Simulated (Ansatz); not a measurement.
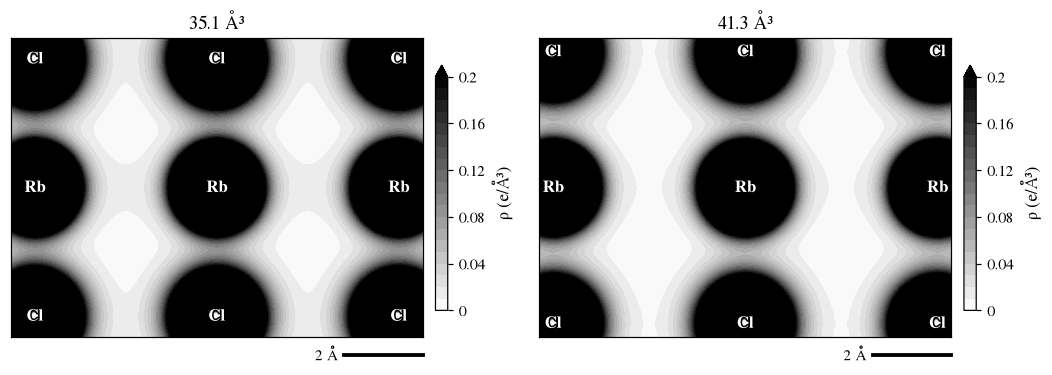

RbCl. The valence pseudo-density of cells scaled evenly to different volumes (given per atom above each panel), on the (011̄) plane of each (indices in the axes of the cell below), at one length scale and on one colour scale.

Method: DFT PBE, scalar-relativistic, plane waves, PAW in Ansatz 0.2.0.

Core electrons are frozen (PAW), and the valence fields are smoothed inside the atomic spheres.

The largest cell:

```
CELL_PARAMETERS angstrom
0.00000 3.45724 3.45724
3.45724 0.00000 3.45724
3.45724 3.45724 0.00000
ATOMIC_POSITIONS crystal
Rb 0.00000 0.00000 0.00000
Cl 0.50000 0.50000 0.50000
```

| volume (Å³/atom) | Rb–Cl contact in the plane (Å) | ρ at its midpoint (e/Å³) | pressure (GPa) | gap on the mesh (eV) | 
| --- | --- | --- | --- | --- |
| 35.09 | 3.274 | 0.086 | 1.2 | 5.05 | 
| 37.57 | 3.349 | ? | ? | ? | 
| 41.32 | 3.457 | 0.060 | −1.1 | 4.56 | 

Estimate the missing row, and compare with the calculation.

Answer. Over the known rows ln ρ falls by 1.97 per Å of Rb–Cl distance (the line through the two), which gives 0.074 e/Å³ at 3.349 Å; the calculation gives 0.074 e/Å³. For the pressure, a straight line in volume between the neighbouring rows gives 0.3 GPa; the calculation gives 0.0. For the gap on the mesh, a straight line in volume between the neighbouring rows gives 4.85 eV; the calculation gives 4.84.
